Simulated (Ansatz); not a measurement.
Run report: GaN, geometry relaxation (part 1 of 3)

- system: GaN (slab, 8 atoms in the cell)
- method: DFT PBEsol, scalar-relativistic, plane waves, PAW, no spin polarisation (Ansatz 0.2.0)

The structure derives from an entry of the Crystallography Open Database. The input holds or restrains some coordinates. Forces given for the steps count only the free coordinates. It belongs to a series of runs on one base structure; here: clean slab, lower half held.

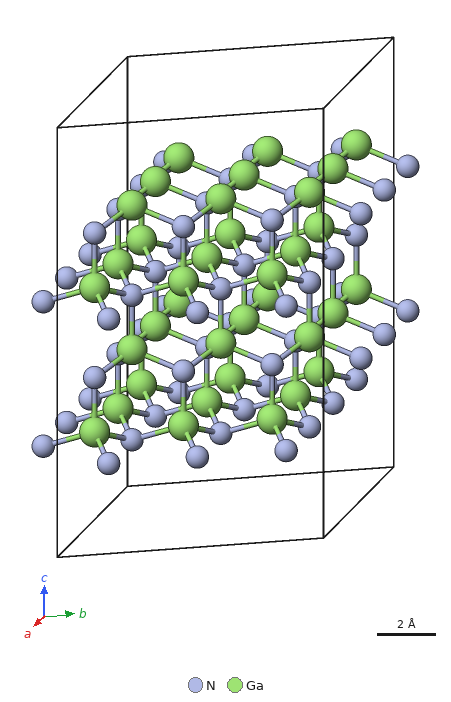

**Figure 1.** The input geometry (ball-and-stick view of the 3 × 3 repeat of the cell, with the vacuum cut short, seen slightly off an axis; bonded neighbours outside the cell are drawn too). An atom can appear more than once, as a periodic image.

**Input file**
```yaml
crystal:
  lattice:
    - [3.1825784893, 0.0, 0.0]
    - [-1.5912892447, 2.7561938213, 0.0]
    - [0.0, 0.0, 25.4179595791]
  atoms:
    - { symbol: "N", position: [0.3333333333, 0.6666666667, 0.3344092186] }
    - { symbol: Ga, position: [0.6666666667, 0.3333333333, 0.3595812022] }
    - { symbol: "N", position: [0.6666666667, 0.3333333333, 0.4364124116] }
    - { symbol: Ga, position: [0.3333333333, 0.6666666667, 0.4615843953] }
    - { symbol: "N", position: [0.3333333333, 0.6666666667, 0.5384156047] }
    - { symbol: Ga, position: [0.6666666667, 0.3333333333, 0.5635875884] }
    - { symbol: "N", position: [0.6666666667, 0.3333333333, 0.6404187978] }
    - { symbol: Ga, position: [0.3333333333, 0.6666666667, 0.6655907814] }
basis:
  ecutwfc: 420
kpoints:
  mp_grid: { grid: [9, 9, 1] }
hamiltonian:
  xc: pbesol
scf:
  occupations: { method: gaussian, width: 0.05 }
output:
  forces: true
  eigenvalues: true
  write_density: true
  write_potential: true
  elf: true
  volumetric_format: npy
relax:
  adjacent_minimum: "off"
  f_tol: 0.03
  max_steps: 70
  constraints: [{ sites: [0, 1, 2, 3] }]
efield:
  axis: 3
  dipole_correction: true
  ramp_width: 0.04
```

Hardware: 4 threads of Intel Xeon (Sapphire Rapids), 192 GiB of memory available, shared host.

Launch command:
```bash
ansatz run input.yaml --threads 4 --pin off --max-ram 10240MiB --backend cpu --events-out ev --progress --plain --runs-dir out
```

**The program's output**
```
Engine: ansatz 0.2.0, x86_64-unknown-linux-gnu
Pseudopotentials: kind: paw
Pseudopotential: N, paw, valence charge 5, recommended cutoff 420 eV (normal), N.paw.azcp
Pseudopotential: Ga, paw, valence charge 13, recommended cutoff 420 eV (normal), Ga.paw.azcp
Functional definition: PBEsol
  exchange = pbesol_x
  correlation = pbesol_c
Crystal: 8 atoms, lattice volume = 222.961 Å³
Basis set: ecut = 420 eV, 4393 PW (Γ), exchange–correlation on 48×48×360 points (8 copies of the dense FFT grid, shifted against one another)
Bands: 44, of which v1, the nominal top of the filled ones, is band 36 counted from 1 (35 counted from 0)
Symmetry: 6 space group operations
Space group: P3m1 (ITA 156), of the structure as read, at distance tolerance 6.1e-5 Å
k-points: 12 of 81 (time reversal used)
Non-local potential: N, projectors of the file, l = 0: 2, l = 1: 2, l = 2: 1
Non-local potential: Ga, projectors of the file, l = 0: 2, l = 1: 2, l = 2: 3, l = 3: 1
PAW form: soft (Blöchl's): semilocal exchange-correlation on the pseudo side does not see the compensation charge
PAW frozen core: N, regenerated for the run's functional, and the local potential with it (the file was generated under x = pbe(κ = 0.804, μ = 0.2195149727645171), c = pbe(β = 0.06672455060314922))
PAW frozen core: Ga, regenerated for the run's functional, and the local potential with it (the file was generated under x = pbe(κ = 0.804, μ = 0.2195149727645171), c = pbe(β = 0.06672455060314922))
PAW one-centre angular grid: N, 110 points (default); XC on 64 Gauss nodes
PAW one-centre angular grid: Ga, 590 points (default); XC on 64 Gauss nodes
Initial density: superposition of atomic densities (neutral atoms: chi_scale 0, normalization atom), corrected by the library's trained network
Initial wavefunctions: pseudopotential atomic-orbital guess
Functional: x = pbesol(κ = 0.804, μ = 0.12345679012345678), c = pbesol(β = 0.046)
SCF iter   1: F=—  HF=-16487.792876 eV  |F-HF|=—  |Δ(HF+E_count)|=         —  Δρ=8.58e-3  dr2=3.95e-1  ethr=1.77e-3  p=0.174 e·Å  D=1.41e-1 V/Å  ΔV_dip=-3.59 eV  dr2_dipole=1.43e-1  V_vac-E_F(+/−)=3.82/7.41 eV  ⟨swp⟩=7.1  Hψ=2377  notcnv=0  defer=13
efield: sawtooth ramp at fractional position 0.9800 (placed from the atoms, in the widest stretch of the axis that holds none; the zero of the levels goes with the place), width 0.0400; the density the first Hamiltonian is built on has a dipole p = 0.174 e·Å; the dipole correction subtracts the counter field D = 1.41e-1 V/Å, which shifts the + side's vacuum level by -3.59 eV against the − side's; the planar-averaged density in the ramp window peaks in size at 9.9e-6 e/Å³
preconditioner: auto → LDOS  [metal: Δε(μ)=0.020 eV  Ē_g=15.450 eV  σ=0.050 eV  W_gap=0.23  n_scr=18 (ndim 8)  ℏωp=21.1 eV  f_vac=0.545  D(μ)=11.54/eV (n_scr^D=126)  β→1.0]
SCF iter   2: F=—  HF=-16487.763359 eV  |F-HF|=—  |Δ(HF+E_count)|=   2.95e-2  Δρ=4.73e-3  dr2=2.85e-1  ethr=5.49e-4  p=0.167 e·Å  D=1.36e-1 V/Å  ΔV_dip=-3.45 eV  dr2_dipole=1.49e-1  V_vac-E_F(+/−)=4.09/7.54 eV  ⟨swp⟩=2.7  Hψ=894  notcnv=0  defer=30
SCF iter   3: F=—  HF=-16487.759468 eV  |F-HF|=—  |Δ(HF+E_count)|=   3.89e-3  Δρ=3.06e-3  dr2=3.19e-2  ethr=3.96e-4  p=0.167 e·Å  D=1.36e-1 V/Å  ΔV_dip=-3.45 eV  dr2_dipole=5.55e-3  V_vac-E_F(+/−)=4.10/7.55 eV  ⟨swp⟩=2.0  Hψ=561  notcnv=0  defer=30
SCF iter   4: F=—  HF=-16487.760344 eV  |F-HF|=—  |Δ(HF+E_count)|=   8.76e-4  Δρ=2.35e-3  dr2=2.08e-2  ethr=4.43e-5  p=0.165 e·Å  D=1.34e-1 V/Å  ΔV_dip=-3.41 eV  dr2_dipole=3.32e-3  V_vac-E_F(+/−)=4.18/7.59 eV  ⟨swp⟩=2.0  Hψ=637  notcnv=0  defer=30
SCF iter   5: F=—  HF=-16487.759683 eV  |F-HF|=—  |Δ(HF+E_count)|=   6.60e-4  Δρ=1.48e-3  dr2=7.48e-3  ethr=2.89e-5  p=0.164 e·Å  D=1.33e-1 V/Å  ΔV_dip=-3.39 eV  dr2_dipole=3.35e-4  V_vac-E_F(+/−)=4.24/7.63 eV  ⟨swp⟩=2.1  Hψ=598  notcnv=0  defer=30
SCF iter   6: F=—  HF=-16487.760442 eV  |F-HF|=—  |Δ(HF+E_count)|=   7.58e-4  Δρ=1.05e-3  dr2=3.96e-3  ethr=1.04e-5  p=0.165 e·Å  D=1.34e-1 V/Å  ΔV_dip=-3.41 eV  dr2_dipole=4.06e-4  V_vac-E_F(+/−)=4.24/7.65 eV  ⟨swp⟩=2.3  Hψ=806  notcnv=0  defer=30
SCF iter   7: F=—  HF=-16487.760635 eV  |F-HF|=—  |Δ(HF+E_count)|=   1.93e-4  Δρ=8.33e-4  dr2=5.97e-3  ethr=5.49e-6  p=0.166 e·Å  D=1.35e-1 V/Å  ΔV_dip=-3.42 eV  dr2_dipole=3.02e-3  V_vac-E_F(+/−)=4.22/7.65 eV  ⟨swp⟩=2.2  Hψ=834  notcnv=0  defer=30
SCF iter   8: F=—  HF=-16487.760676 eV  |F-HF|=—  |Δ(HF+E_count)|=   4.16e-5  Δρ=3.12e-4  dr2=5.42e-4  ethr=5.49e-6  p=0.166 e·Å  D=1.35e-1 V/Å  ΔV_dip=-3.43 eV  dr2_dipole=8.66e-6  V_vac-E_F(+/−)=4.21/7.64 eV  ⟨swp⟩=2.2  Hψ=821  notcnv=0  defer=30
SCF iter   9: F=—  HF=-16487.760694 eV  |F-HF|=—  |Δ(HF+E_count)|=   1.71e-5  Δρ=1.77e-4  dr2=1.67e-4  ethr=7.53e-7  p=0.166 e·Å  D=1.35e-1 V/Å  ΔV_dip=-3.43 eV  dr2_dipole=1.60e-5  V_vac-E_F(+/−)=4.20/7.63 eV  ⟨swp⟩=2.1  Hψ=904  notcnv=0  defer=30
SCF iter  10: F=—  HF=-16487.760688 eV  |F-HF|=—  |Δ(HF+E_count)|=   5.20e-6  Δρ=1.30e-4  dr2=2.51e-4  ethr=2.32e-7  p=0.166 e·Å  D=1.35e-1 V/Å  ΔV_dip=-3.42 eV  dr2_dipole=1.35e-4  V_vac-E_F(+/−)=4.20/7.63 eV  ⟨swp⟩=2.1  Hψ=877  notcnv=0  defer=30
SCF iter  11: F=—  HF=-16487.760685 eV  |F-HF|=—  |Δ(HF+E_count)|=   3.66e-6  Δρ=8.41e-5  dr2=4.75e-5  ethr=2.32e-7  p=0.166 e·Å  D=1.34e-1 V/Å  ΔV_dip=-3.42 eV  dr2_dipole=7.33e-6  V_vac-E_F(+/−)=4.20/7.62 eV  ⟨swp⟩=1.0  Hψ=498  notcnv=0  defer=30
SCF iter  12: F=-16487.760678 eV  HF=-16487.760686 eV  |F-HF|=7.85e-6  |Δ(HF+E_count)|=   1.70e-6  Δρ=4.11e-5  dr2=1.21e-5  ethr=3.12e-8  p=0.166 e·Å  D=1.34e-1 V/Å  ΔV_dip=-3.42 eV  dr2_dipole=1.36e-8  V_vac-E_F(+/−)=4.20/7.62 eV  ⟨swp⟩=23.8  Hψ=6275  notcnv=0
SCF 1 converged in 12 iterations: F = -16487.760678 eV  dr2 = 1.21e-5
  greatest PAW one-centre occupation: 0.995 electrons in one spin orbital (limit 2), on the Ga atom at site 3 (counted from 0), in its partial waves of l = 2
relax step   1: F+E_penalty+E_count = -16487.76067850 eV  Δ(F+E_penalty+E_count) = +0.000e0 eV  max|allowed force component| = 1.065e0 eV/Å  Δτ_max = 0.0000 Å  (12 SCF iters, dr2 threshold 2.25e-5 eV, accepted)
Initial density: handed on by an earlier stage of this run
Initial wavefunctions: those handed on with the density
iter 1 solved again at ethr=4.27e-4 eV; its pass at ethr=3.10e-3 eV (dr2=3.07e-1 eV) is discarded
SCF iter   1: F=—  HF=-16487.793831 eV  |F-HF|=—  |Δ(HF+E_count)|=         —  Δρ=3.55e-3  dr2=3.06e-1  ethr=4.27e-4  p=0.166 e·Å  D=1.34e-1 V/Å  ΔV_dip=-3.42 eV  dr2_dipole=1.87e-1  V_vac-E_F(+/−)=4.20/7.61 eV  ⟨swp⟩=1.1  Hψ=1405  notcnv=0  defer=30
efield: sawtooth ramp at fractional position 0.9800 (handed on by an earlier solve), width 0.0400; the density the first Hamiltonian is built on has a dipole p = 0.166 e·Å; the dipole correction subtracts the counter field D = 1.34e-1 V/Å, which shifts the + side's vacuum level by -3.42 eV against the − side's; the planar-averaged density in the ramp window peaks in size at 9.3e-6 e/Å³
preconditioner: auto → LDOS  [metal: Δε(μ)=0.015 eV  Ē_g=15.487 eV  σ=0.050 eV  W_gap=0.17  n_scr=18 (ndim 8)  ℏωp=21.1 eV  f_vac=0.545  D(μ)=9.35/eV (n_scr^D=100)  β→1.0]
SCF iter   2: F=—  HF=-16487.788136 eV  |F-HF|=—  |Δ(HF+E_count)|=   5.69e-3  Δρ=2.23e-3  dr2=1.35e-1  ethr=4.25e-4  p=0.170 e·Å  D=1.38e-1 V/Å  ΔV_dip=-3.50 eV  dr2_dipole=8.12e-2  V_vac-E_F(+/−)=4.13/7.63 eV  ⟨swp⟩=2.2  Hψ=533  notcnv=0  defer=30
SCF iter   3: F=—  HF=-16487.790419 eV  |F-HF|=—  |Δ(HF+E_count)|=   2.28e-3  Δρ=7.72e-4  dr2=1.18e-2  ethr=1.88e-4  p=0.168 e·Å  D=1.36e-1 V/Å  ΔV_dip=-3.47 eV  dr2_dipole=6.65e-3  V_vac-E_F(+/−)=4.16/7.62 eV  ⟨swp⟩=1.8  Hψ=530  notcnv=0  defer=30
SCF iter   4: F=—  HF=-16487.790364 eV  |F-HF|=—  |Δ(HF+E_count)|=   5.50e-5  Δρ=3.22e-4  dr2=9.63e-4  ethr=1.64e-5  p=0.169 e·Å  D=1.37e-1 V/Å  ΔV_dip=-3.48 eV  dr2_dipole=8.59e-5  V_vac-E_F(+/−)=4.15/7.63 eV  ⟨swp⟩=1.3  Hψ=518  notcnv=0  defer=30
SCF iter   5: F=—  HF=-16487.790364 eV  |F-HF|=—  |Δ(HF+E_count)|=   1.84e-8  Δρ=2.13e-4  dr2=4.93e-4  ethr=1.34e-6  p=0.169 e·Å  D=1.37e-1 V/Å  ΔV_dip=-3.49 eV  dr2_dipole=2.60e-5  V_vac-E_F(+/−)=4.15/7.63 eV  ⟨swp⟩=2.0  Hψ=810  notcnv=0  defer=30
SCF iter   6: F=—  HF=-16487.790331 eV  |F-HF|=—  |Δ(HF+E_count)|=   3.28e-5  Δρ=1.80e-4  dr2=2.31e-4  ethr=6.84e-7  p=0.169 e·Å  D=1.37e-1 V/Å  ΔV_dip=-3.49 eV  dr2_dipole=4.45e-5  V_vac-E_F(+/−)=4.15/7.64 eV  ⟨swp⟩=1.3  Hψ=518  notcnv=0  defer=30
SCF iter   7: F=-16487.790329 eV  HF=-16487.790347 eV  |F-HF|=1.79e-5  |Δ(HF+E_count)|=   1.53e-5  Δρ=9.81e-5  dr2=3.62e-5  ethr=9.84e-8  p=0.169 e·Å  D=1.37e-1 V/Å  ΔV_dip=-3.49 eV  dr2_dipole=1.54e-6  V_vac-E_F(+/−)=4.15/7.64 eV  ⟨swp⟩=20.5  Hψ=6500  notcnv=0
SCF 2 converged in 7 iterations: F = -16487.790329 eV  dr2 = 3.62e-5
relax step   2: F+E_penalty+E_count = -16487.79032883 eV  Δ(F+E_penalty+E_count) = -2.965e-2 eV  max|allowed force component| = 6.533e-1 eV/Å  Δτ_max = 0.0156 Å  (7 SCF iters, dr2 threshold 7.08e-5 eV, accepted)
iter 1 solved again at ethr=1.74e-3 eV; its pass at ethr=3.10e-3 eV (dr2=1.25e0 eV) is discarded
SCF iter   1: F=—  HF=-16487.852948 eV  |F-HF|=—  |Δ(HF+E_count)|=         —  Δρ=7.91e-3  dr2=1.23e0  ethr=1.74e-3  p=0.169 e·Å  D=1.37e-1 V/Å  ΔV_dip=-3.49 eV  dr2_dipole=7.06e-1  V_vac-E_F(+/−)=4.13/7.62 eV  ⟨swp⟩=1.0  Hψ=1537  notcnv=0  defer=29
efield: sawtooth ramp at fractional position 0.9800 (handed on by an earlier solve), width 0.0400; the density the first Hamiltonian is built on has a dipole p = 0.169 e·Å; the dipole correction subtracts the counter field D = 1.37e-1 V/Å, which shifts the + side's vacuum level by -3.49 eV against the − side's; the planar-averaged density in the ramp window peaks in size at 1.1e-5 e/Å³
preconditioner: auto → LDOS  [insulator: Δε(μ)=0.200 eV  Ē_g=15.490 eV  σ=0.050 eV  W_gap=0.53  n_scr=18 (ndim 8)  ℏωp=21.1 eV  f_vac=0.544  D(μ)=9.32/eV (n_scr^D=100)  ε∞_Penn≈2.9  β→1.0]
SCF iter   2: F=—  HF=-16487.821985 eV  |F-HF|=—  |Δ(HF+E_count)|=   3.10e-2  Δρ=4.56e-3  dr2=4.18e-1  ethr=1.70e-3  p=0.173 e·Å  D=1.41e-1 V/Å  ΔV_dip=-3.58 eV  dr2_dipole=2.50e-1  V_vac-E_F(+/−)=4.07/7.64 eV  ⟨swp⟩=2.2  Hψ=559  notcnv=0  defer=29
SCF iter   3: F=—  HF=-16487.828608 eV  |F-HF|=—  |Δ(HF+E_count)|=   6.62e-3  Δρ=3.46e-3  dr2=5.59e-2  ethr=5.81e-4  p=0.178 e·Å  D=1.44e-1 V/Å  ΔV_dip=-3.67 eV  dr2_dipole=1.20e-2  V_vac-E_F(+/−)=3.99/7.66 eV  ⟨swp⟩=2.3  Hψ=665  notcnv=0  defer=29
SCF iter   4: F=—  HF=-16487.821869 eV  |F-HF|=—  |Δ(HF+E_count)|=   6.74e-3  Δρ=1.66e-3  dr2=4.12e-2  ethr=7.77e-5  p=0.178 e·Å  D=1.44e-1 V/Å  ΔV_dip=-3.67 eV  dr2_dipole=2.11e-2  V_vac-E_F(+/−)=3.99/7.66 eV  ⟨swp⟩=2.3  Hψ=930  notcnv=0  defer=29
SCF iter   5: F=—  HF=-16487.822461 eV  |F-HF|=—  |Δ(HF+E_count)|=   5.92e-4  Δρ=7.49e-4  dr2=5.41e-3  ethr=5.72e-5  p=0.179 e·Å  D=1.46e-1 V/Å  ΔV_dip=-3.70 eV  dr2_dipole=1.34e-4  V_vac-E_F(+/−)=3.97/7.67 eV  ⟨swp⟩=1.6  Hψ=515  notcnv=0  defer=29
SCF iter   6: F=—  HF=-16487.822302 eV  |F-HF|=—  |Δ(HF+E_count)|=   1.59e-4  Δρ=5.77e-4  dr2=3.94e-3  ethr=7.51e-6  p=0.180 e·Å  D=1.46e-1 V/Å  ΔV_dip=-3.71 eV  dr2_dipole=3.38e-4  V_vac-E_F(+/−)=3.96/7.67 eV  ⟨swp⟩=1.8  Hψ=644  notcnv=0  defer=29
SCF iter   7: F=—  HF=-16487.822362 eV  |F-HF|=—  |Δ(HF+E_count)|=   6.07e-5  Δρ=5.63e-4  dr2=2.41e-3  ethr=5.47e-6  p=0.180 e·Å  D=1.46e-1 V/Å  ΔV_dip=-3.72 eV  dr2_dipole=8.30e-4  V_vac-E_F(+/−)=3.96/7.68 eV  ⟨swp⟩=1.9  Hψ=634  notcnv=0  defer=29
SCF iter   8: F=—  HF=-16487.822322 eV  |F-HF|=—  |Δ(HF+E_count)|=   4.01e-5  Δρ=1.63e-4  dr2=5.18e-4  ethr=3.35e-6  p=0.181 e·Å  D=1.47e-1 V/Å  ΔV_dip=-3.73 eV  dr2_dipole=2.27e-4  V_vac-E_F(+/−)=3.95/7.68 eV  ⟨swp⟩=2.0  Hψ=659  notcnv=0  defer=29
SCF iter   9: F=—  HF=-16487.822347 eV  |F-HF|=—  |Δ(HF+E_count)|=   2.44e-5  Δρ=3.03e-4  dr2=1.34e-3  ethr=7.20e-7  p=0.181 e·Å  D=1.47e-1 V/Å  ΔV_dip=-3.72 eV  dr2_dipole=7.99e-4  V_vac-E_F(+/−)=3.96/7.69 eV  ⟨swp⟩=1.5  Hψ=545  notcnv=0  defer=29  recentre
SCF iter  10: F=—  HF=-16487.822327 eV  |F-HF|=—  |Δ(HF+E_count)|=   1.92e-5  Δρ=9.55e-5  dr2=2.92e-5  ethr=7.20e-7  p=0.181 e·Å  D=1.47e-1 V/Å  ΔV_dip=-3.73 eV  dr2_dipole=8.04e-7  V_vac-E_F(+/−)=3.96/7.69 eV  ⟨swp⟩=1.2  Hψ=508  notcnv=0  defer=29
SCF iter  11: F=-16487.822337 eV  HF=-16487.822339 eV  |F-HF|=2.81e-6  |Δ(HF+E_count)|=   1.19e-5  Δρ=4.91e-5  dr2=6.98e-6  ethr=3.71e-8  p=0.180 e·Å  D=1.46e-1 V/Å  ΔV_dip=-3.72 eV  dr2_dipole=2.20e-6  V_vac-E_F(+/−)=3.97/7.69 eV  ⟨swp⟩=24.2  Hψ=6410  notcnv=0
SCF 3 converged in 11 iterations: F = -16487.822337 eV  dr2 = 6.98e-6
  greatest PAW one-centre occupation: 0.996 electrons in one spin orbital (limit 2), on the Ga atom at site 3 (counted from 0), in its partial waves of l = 2
relax step   3: F+E_penalty+E_count = -16487.82233661 eV  Δ(F+E_penalty+E_count) = -3.201e-2 eV  max|allowed force component| = 1.421e-1 eV/Å  Δτ_max = 0.0658 Å  (11 SCF iters, dr2 threshold 2.67e-5 eV, accepted)
SCF iter   1: F=—  HF=-16487.824016 eV  |F-HF|=—  |Δ(HF+E_count)|=         —  Δρ=1.86e-3  dr2=7.22e-2  ethr=1.05e-3  p=0.180 e·Å  D=1.46e-1 V/Å  ΔV_dip=-3.72 eV  dr2_dipole=4.32e-2  V_vac-E_F(+/−)=3.96/7.69 eV  ⟨swp⟩=2.0  Hψ=778  notcnv=0  defer=32
efield: sawtooth ramp at fractional position 0.9800 (handed on by an earlier solve), width 0.0400; the density the first Hamiltonian is built on has a dipole p = 0.180 e·Å; the dipole correction subtracts the counter field D = 1.46e-1 V/Å, which shifts the + side's vacuum level by -3.72 eV against the − side's; the planar-averaged density in the ramp window peaks in size at 1.1e-5 e/Å³
preconditioner: auto → LDOS  [metal: Δε(μ)=0.026 eV  Ē_g=15.421 eV  σ=0.050 eV  W_gap=0.28  n_scr=18 (ndim 8)  ℏωp=21.1 eV  f_vac=0.545  D(μ)=7.28/eV (n_scr^D=60)  β→1.0]
SCF iter   2: F=—  HF=-16487.823430 eV  |F-HF|=—  |Δ(HF+E_count)|=   5.86e-4  Δρ=2.89e-3  dr2=2.83e-1  ethr=1.00e-4  p=0.184 e·Å  D=1.49e-1 V/Å  ΔV_dip=-3.80 eV  dr2_dipole=1.76e-1  V_vac-E_F(+/−)=3.90/7.70 eV  ⟨swp⟩=1.5  Hψ=647  notcnv=0  defer=33
SCF iter   3: F=—  HF=-16487.823052 eV  |F-HF|=—  |Δ(HF+E_count)|=   3.78e-4  Δρ=5.59e-4  dr2=6.71e-3  ethr=1.00e-4  p=0.182 e·Å  D=1.47e-1 V/Å  ΔV_dip=-3.74 eV  dr2_dipole=3.94e-3  V_vac-E_F(+/−)=3.94/7.69 eV  ⟨swp⟩=1.5  Hψ=515  notcnv=0  defer=33
SCF iter   4: F=—  HF=-16487.822978 eV  |F-HF|=—  |Δ(HF+E_count)|=   7.35e-5  Δρ=2.91e-4  dr2=1.39e-3  ethr=9.32e-6  p=0.182 e·Å  D=1.48e-1 V/Å  ΔV_dip=-3.75 eV  dr2_dipole=7.54e-4  V_vac-E_F(+/−)=3.94/7.69 eV  ⟨swp⟩=1.5  Hψ=503  notcnv=0  defer=33
SCF iter   5: F=—  HF=-16487.822958 eV  |F-HF|=—  |Δ(HF+E_count)|=   2.01e-5  Δρ=1.46e-4  dr2=1.76e-4  ethr=1.94e-6  p=0.182 e·Å  D=1.48e-1 V/Å  ΔV_dip=-3.75 eV  dr2_dipole=5.06e-5  V_vac-E_F(+/−)=3.94/7.69 eV  ⟨swp⟩=2.0  Hψ=553  notcnv=0  defer=33
SCF iter   6: F=—  HF=-16487.822884 eV  |F-HF|=—  |Δ(HF+E_count)|=   7.42e-5  Δρ=7.20e-5  dr2=7.29e-5  ethr=2.44e-7  p=0.182 e·Å  D=1.48e-1 V/Å  ΔV_dip=-3.75 eV  dr2_dipole=2.12e-5  V_vac-E_F(+/−)=3.94/7.69 eV  ⟨swp⟩=1.9  Hψ=830  notcnv=0  defer=33
SCF iter   7: F=—  HF=-16487.822881 eV  |F-HF|=—  |Δ(HF+E_count)|=   3.21e-6  Δρ=3.98e-5  dr2=2.33e-5  ethr=1.01e-7  p=0.182 e·Å  D=1.48e-1 V/Å  ΔV_dip=-3.75 eV  dr2_dipole=7.23e-6  V_vac-E_F(+/−)=3.94/7.69 eV  ⟨swp⟩=2.0  Hψ=677  notcnv=0  defer=33
SCF iter   8: F=—  HF=-16487.822883 eV  |F-HF|=—  |Δ(HF+E_count)|=   2.65e-6  Δρ=2.69e-5  dr2=3.16e-6  ethr=3.24e-8  p=0.182 e·Å  D=1.48e-1 V/Å  ΔV_dip=-3.75 eV  dr2_dipole=2.36e-7  V_vac-E_F(+/−)=3.94/7.69 eV  ⟨swp⟩=2.0  Hψ=529  notcnv=0  defer=33
SCF iter   9: F=—  HF=-16487.822885 eV  |F-HF|=—  |Δ(HF+E_count)|=   1.76e-6  Δρ=3.01e-5  dr2=9.29e-6  ethr=1.75e-9  p=0.182 e·Å  D=1.48e-1 V/Å  ΔV_dip=-3.75 eV  dr2_dipole=5.54e-6  V_vac-E_F(+/−)=3.94/7.69 eV  ⟨swp⟩=20.1  Hψ=5558  notcnv=0  recentre
SCF iter  10: F=—  HF=-16487.822886 eV  |F-HF|=—  |Δ(HF+E_count)|=   9.14e-7  Δρ=2.22e-5  dr2=6.17e-6  ethr=4.39e-9  p=0.182 e·Å  D=1.48e-1 V/Å  ΔV_dip=-3.75 eV  dr2_dipole=3.70e-6  V_vac-E_F(+/−)=3.94/7.69 eV  ⟨swp⟩=2.0  Hψ=551  notcnv=0
SCF iter  11: F=-16487.822887 eV  HF=-16487.822887 eV  |F-HF|=3.90e-7  |Δ(HF+E_count)|=   3.92e-7  Δρ=6.94e-6  dr2=9.76e-8  ethr=1.75e-9  p=0.182 e·Å  D=1.48e-1 V/Å  ΔV_dip=-3.75 eV  dr2_dipole=2.66e-9  V_vac-E_F(+/−)=3.94/7.69 eV  ⟨swp⟩=13.7  Hψ=4778  notcnv=0
SCF 4 converged in 11 iterations: F = -16487.822887 eV  dr2 = 9.76e-8
```
